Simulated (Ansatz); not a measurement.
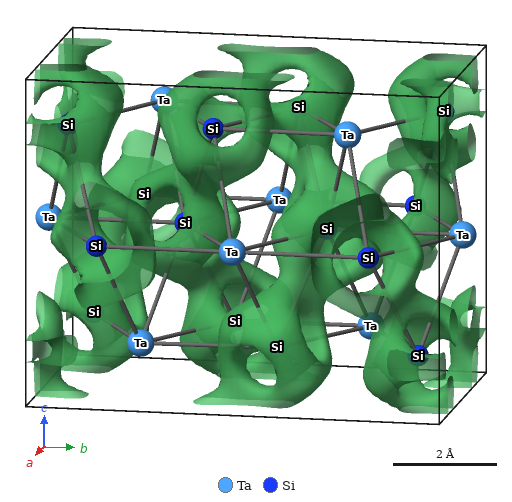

Figure. TaSi$_{2}$. Isosurface of the electron localisation function at 0.65 (green), seen at an oblique angle. Only the valence region is drawn (cores and ρ < 0.01 e/Å³ removed). Sticks mark near contacts.

Space group C222; not relaxed (largest force 0.8 eV/Å); computed without spin polarisation.

Level of theory: DFT PBEsol, scalar-relativistic, plane waves, PAW in Ansatz.

```
Ta Si
1.0
     4.76086    0.00000    0.00000
     0.00000    8.24605    0.00000
     0.00000    0.00000    6.55578
Ta Si
6 12
Cartesian
  2.3804 0.0000 3.2779
  0.0000 4.1230 3.2779
  1.1902 2.0615 5.4516
  3.5706 6.1845 5.4516
  3.5706 2.0615 1.1042
  1.1902 6.1845 1.1042
  0.0000 1.4133 3.2779
  2.3804 5.5363 3.2779
  3.6691 0.6357 5.4414
  1.2887 4.7587 5.4414
  1.2887 3.4873 1.1144
  3.6691 7.6104 1.1144
  2.3804 2.7097 3.2779
  0.0000 6.8328 3.2779
  3.4722 3.4873 5.4414
  1.0918 7.6104 5.4414
  1.0918 0.6357 1.1144
  3.4722 4.7587 1.1144
```

> Where are the electrons localised?

The surface consists of channels that run through the cell in one direction, counted in one cell of 18 atoms. Regions shared between cells count once. Along the contacts the grid gives the following. Si–Si (2.53 Å): the ELF peaks at about 0.70 between the atoms. Ta–Si (2.56 Å): the ELF peaks at about 0.75 in the valence shell of Si, 0.9 Å from its nucleus, and is about 0.40 at the midpoint.

> Does the calculation make it a metal, or give it a gap?

It is metallic or semimetallic at this level of theory: no gap opens.
